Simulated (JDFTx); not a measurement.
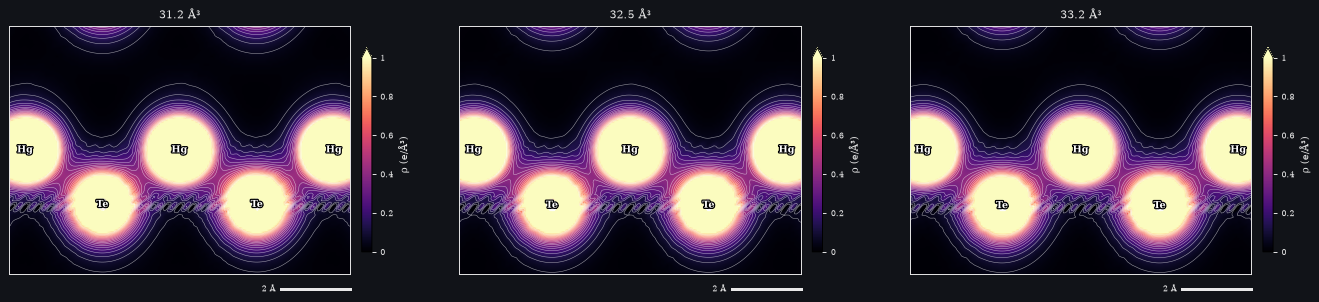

HgTe. The valence electron density of cells scaled evenly to different volumes (given per atom above each panel), on the (011̄) plane of each (indices in the axes of the cell below), at one length scale and on one colour scale.

The calculation used Kohn-Sham DFT of a periodic cell, PBEsol, PseudoDojo-SR-PBEsol-0.4.1-standard in JDFTx 1.7.0 (patched build).

The largest cell:

```xyz
2
Lattice="0.0000 3.2358 3.2358 3.2358 0.0000 3.2358 3.2358 3.2358 0.0000" Properties=species:S:1:pos:R:3 pbc="T T T"
Hg    0.0000    0.0000    0.0000
Te    4.8537    4.8537    4.8537
```

| volume (Å³/atom) | Hg–Te contact in the plane (Å) | ρ at its midpoint (e/Å³) | pressure (GPa) | 
| --- | --- | --- | --- |
| 31.22 | 2.727 | 0.431 | 5.5 | 
| 31.89 | 2.746 | ? | ? | 
| 32.55 | 2.765 | 0.404 | 2.9 | 
| 33.22 | 2.784 | 0.392 | 1.8 | 
| 33.88 | 2.802 | 0.380 | 0.9 | 

What values belong in the row with question marks?

Answer. Over the known rows ln ρ falls by 1.67 per Å of Hg–Te distance (a least-squares line), which gives 0.417 e/Å³ at 2.746 Å; the calculation gives 0.417 e/Å³. For the pressure, a straight line in volume between the neighbouring rows gives 4.2 GPa; the calculation gives 4.1.
